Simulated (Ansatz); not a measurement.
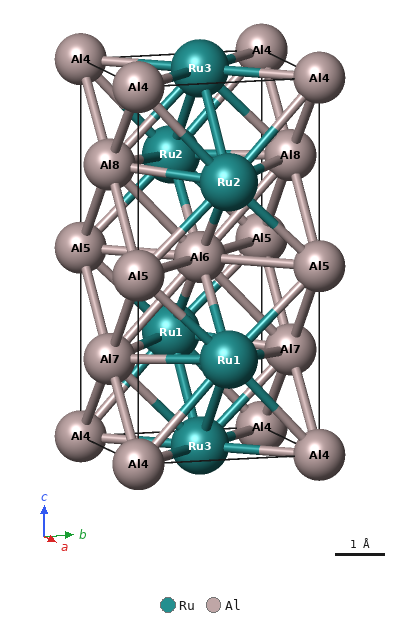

Figure 1. The input geometry of run A (ball-and-stick view of the cell of the calculation, seen slightly off an axis; atoms are numbered from 1 in the order of the input). An atom can appear more than once, as a periodic image.

## From Al₅Ru₃ to Ti₃Al₅

System: Al₅Ru₃ (Pmmm, 8 atoms in the cell).
Method of run A: DFT r2SCAN, scalar-relativistic, plane waves, PAW, no spin polarisation (Ansatz 0.2.0).
System of run B: Ti₃Al₅ (Pmmm, 8 atoms in the cell).

On run A: The structure was made by swapping elements on the sites of another compound; it need not be a known phase. On run B: The structure derives from a Materials Project entry. Text and figures count atoms from 1; the logs count them from 0 in places.

### Input, run A
```yaml
crystal:
  lattice:
    - [3.799271875, 0.0, 0.0]
    - [0.0, 3.9171888443, 0.0]
    - [0.0, 0.0, 7.8588436143]
  atoms:
    - { symbol: Ru, position: [0.0, 0.5, 0.2648736044] }
    - { symbol: Ru, position: [0.0, 0.5, 0.7351263956] }
    - { symbol: Ru, position: [0.5, 0.5, 0.0] }
    - { symbol: Al, position: [0.0, 0.0, 0.0] }
    - { symbol: Al, position: [0.0, 0.0, 0.5] }
    - { symbol: Al, position: [0.5, 0.5, 0.5] }
    - { symbol: Al, position: [0.5, 0.0, 0.2423326368] }
    - { symbol: Al, position: [0.5, 0.0, 0.7576673632] }
basis:
  ecutwfc: 500
kpoints:
  mp_grid: { grid: [6, 6, 2] }
hamiltonian:
  xc: r2scan
scf:
  occupations: { method: gaussian, width: 0.1 }
output:
  forces: true
  stress: true
  eigenvalues: true
```

Launched with:
```bash
ansatz run input.yaml --threads 2 --pin off --max-ram 5120MiB --backend cpu --events-out ev --progress --plain --runs-dir out
```

Hardware: 2 threads of Oxide Virtual Turin-like (Zen 5), 32 GiB of memory available, shared host.

### Output, shortened to warnings, some set-up lines, iterations and results (run A)
```
Basis set: ecut = 500 eV, 2947 PW (Γ), exchange–correlation on 120×120×240 points (64 copies of the dense FFT grid, shifted against one another)
Symmetry: 8 space group operations
k-points: 32 of 72
Initial density: superposition of atomic densities (neutral atoms: chi_scale 0, normalization atom), corrected by the library's trained network
[...]
SCF iter   1: F=—  HF=-20377.269559 eV  |F-HF|=—  |Δ(HF+E_count)|=         —  Δρ=1.02e-2  dr2=1.59e-1  dr2_τ=5.43e-2  ethr=1.77e-3  ⟨swp⟩=7.0  Hψ=5422  notcnv=0  defer=2
SCF iter   2: F=—  HF=-20377.339812 eV  |F-HF|=—  |Δ(HF+E_count)|=   7.03e-2  Δρ=8.73e-3  dr2=1.61e-1  dr2_τ=1.67e-2  ethr=2.53e-4  ⟨swp⟩=2.7  Hψ=2295  notcnv=0  defer=56
SCF iter   3: F=—  HF=-20377.331608 eV  |F-HF|=—  |Δ(HF+E_count)|=   8.20e-3  Δρ=4.54e-3  dr2=2.70e-2  dr2_τ=2.03e-3  ethr=2.53e-4  ⟨swp⟩=1.7  Hψ=1324  notcnv=0  defer=56
SCF iter   4: F=—  HF=-20377.328849 eV  |F-HF|=—  |Δ(HF+E_count)|=   2.76e-3  Δρ=1.32e-3  dr2=3.32e-3  dr2_τ=1.80e-4  ethr=4.28e-5  ⟨swp⟩=1.0  Hψ=1226  notcnv=0  defer=56
SCF iter   5: F=—  HF=-20377.328367 eV  |F-HF|=—  |Δ(HF+E_count)|=   4.81e-4  Δρ=4.70e-4  dr2=2.47e-4  dr2_τ=1.84e-5  ethr=5.27e-6  ⟨swp⟩=2.2  Hψ=1680  notcnv=0  defer=56
SCF iter   6: F=—  HF=-20377.328341 eV  |F-HF|=—  |Δ(HF+E_count)|=   2.59e-5  Δρ=1.52e-4  dr2=3.33e-5  dr2_τ=1.13e-6  ethr=3.92e-7  ⟨swp⟩=2.3  Hψ=2139  notcnv=0  defer=56
SCF iter   7: F=—  HF=-20377.328335 eV  |F-HF|=—  |Δ(HF+E_count)|=   6.58e-6  Δρ=3.09e-5  dr2=8.74e-7  dr2_τ=4.19e-8  ethr=5.29e-8  ⟨swp⟩=1.9  Hψ=1829  notcnv=0  defer=56
SCF iter   8: F=-20377.328335 eV  HF=-20377.328335 eV  |F-HF|=1.28e-8  |Δ(HF+E_count)|=   2.15e-7  Δρ=6.56e-6  dr2=4.49e-8  dr2_τ=2.21e-9  ethr=1.59e-10  ⟨swp⟩=8.2  Hψ=5944  …
SCF 1 converged in 8 iterations: F = -20377.328335 eV  dr2 = 4.49e-8
SCF converged after 8 iterations
Free energy (F): -20377.328335 eV
Harris-Foulkes:  -20377.328335 eV  (|F-HF|=1.28e-8)
Internal energy: -20377.297099 eV  (E = F + TS)
E sigma→0 (E₀):  -20377.312717 eV
Entropy (-TS):   -0.031236 eV (-3.904 meV/atom)
Fermi energy:    13.469992 eV
--- Per-component energies (eV) ---
  E_band       = -514.958249
  E_kinetic    = 1668.543448
  E_local      = -6689.438891  (includes V_loc(G=0)·N_el)
  E_nonlocal   = 1081.251542
  E_hartree    = 2514.482287
  E_xc         = -738.189618
  E_vxc        = -960.795042  (∫ρ·V_xc dr)
  E_paw        = -12805.757426  (= ΣΔE_a)
  E_vpaw       = -707.445079  (= ΣTr[D̂ρ^β])
  E_aug_tail   = 0.000264  (compensation charges beyond the density's cutoff)
  E_vtau       = 63.950706  (kinetic-family band-sum trace: ∫τ·v_τ [+ j·A + Jᵃ·Aᵃ] dr)
  E_ewald      = -5406.955299
  E_core_change = -1.233407  (= ΣΔE_core)
  E_smearing   = -0.031236  (= −TS)
  E_closure    = -0.000000  (closes the sum)
  Σ components = -20377.328335   (vs F -20377.328335, Δ=0.00e0)
--- Forces (eV/Å), atoms counted from 1 ---
  atom   1  Ru     0.00000000     0.00000000     0.91990765
  atom   2  Ru    -0.00000000     0.00000000    -0.91990765
  atom   3  Ru     0.00000000     0.00000000    -0.00000000
  atom   4  Al     0.00000000     0.00000000     0.00000000
  atom   5  Al     0.00000000     0.00000000     0.00000000
  atom   6  Al     0.00000000     0.00000000     0.00000000
  atom   7  Al     0.00000000     0.00000000    -0.35428607
  atom   8  Al    -0.00000000     0.00000000     0.35428607
  max |Σ_I F_I| component: 8.01e-29 eV/Å
--- Stress (GPa, compression-positive) ---
       -0.745668       0.000000      -0.000000
        0.000000     -16.672075      -0.000000
       -0.000000      -0.000000      -7.651944
  P = ⅓ Tr σ = -8.3566 GPa (-83.566 kbar)
```

For run B the input was changed thus:
```diff
-    - [3.799271875, 0.0, 0.0]
-    - [0.0, 3.9171888443, 0.0]
-    - [0.0, 0.0, 7.8588436143]
+    - [3.90101378, 0.0, 0.0]
+    - [0.0, 4.01393894, 0.0]
+    - [0.0, 0.0, 8.0832905]
-    - { symbol: Ru, position: [0.0, 0.5, 0.2648736044] }
-    - { symbol: Ru, position: [0.0, 0.5, 0.7351263956] }
-    - { symbol: Ru, position: [0.5, 0.5, 0.0] }
+    - { symbol: Ti, position: [0.0, 0.5, 0.26506523] }
+    - { symbol: Ti, position: [0.0, 0.5, 0.73493477] }
+    - { symbol: Ti, position: [0.5, 0.5, 0.0] }
-    - { symbol: Al, position: [0.5, 0.0, 0.2423326368] }
-    - { symbol: Al, position: [0.5, 0.0, 0.7576673632] }
+    - { symbol: Al, position: [0.5, 0.0, 0.24223368] }
+    - { symbol: Al, position: [0.5, 0.0, 0.75776632] }
-  mp_grid: { grid: [6, 6, 2] }
+  mp_grid: { grid: [6, 4, 2] }
```

What does this change do to the results?

The total energies belong to different systems, so their difference says nothing on which is more stable or more accurate. The pressure goes from −8.36 to 0.19 GPa. The largest force goes from 0.920 to 0.015 eV/Å. The volume per atom goes from 14.62 to 15.82 Å³. The number of SCF iterations is the same. The irreducible k-points go from 32 to 24. The plane waves at Γ go from 2947 to 3201.

### Output, shortened to warnings, some set-up lines, iterations and results (run B)
```
Basis set: ecut = 500 eV, 3201 PW (Γ), exchange–correlation on 120×120×240 points (64 copies of the dense FFT grid, shifted against one another)
Symmetry: 8 space group operations
k-points: 24 of 48
Initial density: superposition of atomic densities (neutral atoms: chi_scale 0, normalization atom), corrected by the library's trained network
[...]
SCF iter   1: F=—  HF=-10218.671927 eV  |F-HF|=—  |Δ(HF+E_count)|=         —  Δρ=1.18e-2  dr2=2.19e-1  dr2_τ=6.79e-2  ethr=1.77e-3  ⟨swp⟩=6.7  Hψ=3773  notcnv=0
SCF iter   2: F=—  HF=-10218.780057 eV  |F-HF|=—  |Δ(HF+E_count)|=   1.08e-1  Δρ=6.83e-3  dr2=8.41e-2  dr2_τ=7.56e-3  ethr=4.30e-4  ⟨swp⟩=2.6  Hψ=1750  notcnv=0  defer=47
SCF iter   3: F=—  HF=-10218.775792 eV  |F-HF|=—  |Δ(HF+E_count)|=   4.27e-3  Δρ=3.65e-3  dr2=3.73e-2  dr2_τ=1.23e-3  ethr=1.65e-4  ⟨swp⟩=2.0  Hψ=1092  notcnv=0  defer=47
SCF iter   4: F=—  HF=-10218.774271 eV  |F-HF|=—  |Δ(HF+E_count)|=   1.52e-3  Δρ=1.76e-3  dr2=5.28e-3  dr2_τ=1.58e-4  ethr=7.32e-5  ⟨swp⟩=1.9  Hψ=812  notcnv=0  defer=47
SCF iter   5: F=—  HF=-10218.773941 eV  |F-HF|=—  |Δ(HF+E_count)|=   3.30e-4  Δρ=4.91e-4  dr2=4.89e-4  dr2_τ=6.65e-6  ethr=1.04e-5  ⟨swp⟩=2.6  Hψ=1177  notcnv=0  defer=47
SCF iter   6: F=—  HF=-10218.773856 eV  |F-HF|=—  |Δ(HF+E_count)|=   8.43e-5  Δρ=1.14e-4  dr2=3.49e-5  dr2_τ=6.51e-7  ethr=9.59e-7  ⟨swp⟩=2.2  Hψ=1090  notcnv=0  defer=47
SCF iter   7: F=—  HF=-10218.773858 eV  |F-HF|=—  |Δ(HF+E_count)|=   1.86e-6  Δρ=1.59e-5  dr2=4.63e-7  dr2_τ=1.60e-8  ethr=6.83e-8  ⟨swp⟩=2.0  Hψ=896  notcnv=0  defer=47
SCF iter   8: F=-10218.773858 eV  HF=-10218.773858 eV  |F-HF|=6.15e-9  |Δ(HF+E_count)|=  9.26e-10  Δρ=2.94e-6  dr2=1.56e-8  dr2_τ=4.96e-10  ethr=1.96e-10  ⟨swp⟩=9.2  Hψ=3313  …
SCF 1 converged in 8 iterations: F = -10218.773858 eV  dr2 = 1.56e-8
SCF converged after 8 iterations
Free energy (F): -10218.773858 eV
Harris-Foulkes:  -10218.773858 eV  (|F-HF|=6.15e-9)
Internal energy: -10218.738795 eV  (E = F + TS)
E sigma→0 (E₀):  -10218.756327 eV
Entropy (-TS):   -0.035063 eV (-4.383 meV/atom)
Fermi energy:    10.590847 eV
--- Per-component energies (eV) ---
  E_band       = -523.094729
  E_kinetic    = 939.934807
  E_local      = -3502.651769  (includes V_loc(G=0)·N_el)
  E_nonlocal   = 73.432408
  E_hartree    = 1525.799564
  E_xc         = -465.607547
  E_vxc        = -558.249880  (∫ρ·V_xc dr)
  E_paw        = -5538.301694  (= ΣΔE_a)
  E_vpaw       = -560.567080  (= ΣTr[D̂ρ^β])
  E_aug_tail   = 0.000274  (compensation charges beyond the density's cutoff)
  E_vtau       = 33.408871  (kinetic-family band-sum trace: ∫τ·v_τ [+ j·A + Jᵃ·Aᵃ] dr)
  E_ewald      = -3250.283926
  E_core_change = -1.060912  (= ΣΔE_core)
  E_smearing   = -0.035063  (= −TS)
  E_closure    = -0.000000  (closes the sum)
  Σ components = -10218.773858   (vs F -10218.773858, Δ=0.00e0)
--- Forces (eV/Å), atoms counted from 1 ---
  atom   1  Ti     0.00000000     0.00000000    -0.01030441
  atom   2  Ti    -0.00000000     0.00000000     0.01030441
  atom   3  Ti     0.00000000     0.00000000    -0.00000000
  atom   4  Al    -0.00000000     0.00000000     0.00000000
  atom   5  Al    -0.00000000     0.00000000     0.00000000
  atom   6  Al    -0.00000000     0.00000000     0.00000000
  atom   7  Al     0.00000000     0.00000000     0.01544188
  atom   8  Al    -0.00000000     0.00000000    -0.01544188
  max |Σ_I F_I| component: 1.73e-18 eV/Å
--- Stress (GPa, compression-positive) ---
       -0.118808       0.000000       0.000000
        0.000000       0.211618      -0.000000
        0.000000      -0.000000       0.462199
  P = ⅓ Tr σ = 0.1850 GPa (1.850 kbar)
```

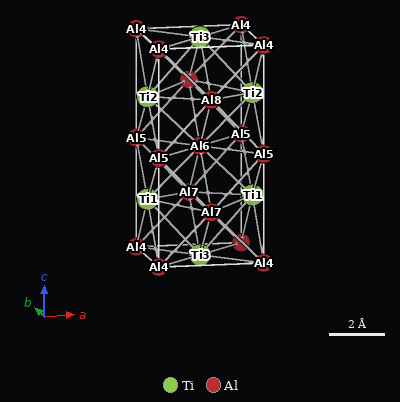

Figure 2. The input structure of run B (ball-and-stick view of the cell of the calculation, seen slightly off an axis; atoms are numbered from 1 in the order of the input). An atom can appear more than once, as a periodic image.

### The two runs side by side

```tsv
quantity	run A	run B
outcome	converged	converged
free energy per atom (eV)	−2547.1660	−1277.3467
energy per atom, smearing taken to zero (eV)	−2547.1641	−1277.3445
gap on the mesh (eV)	0.00	0.00
pressure (GPa)	−8.36	0.19
volume per atom (Å³)	14.62	15.82
largest force (eV/Å)	0.920	0.015
SCF iterations	8	8
irreducible k-points	32	24
plane waves at Γ	2947	3201
wall time (shared host)	10 s	8.6 s
```
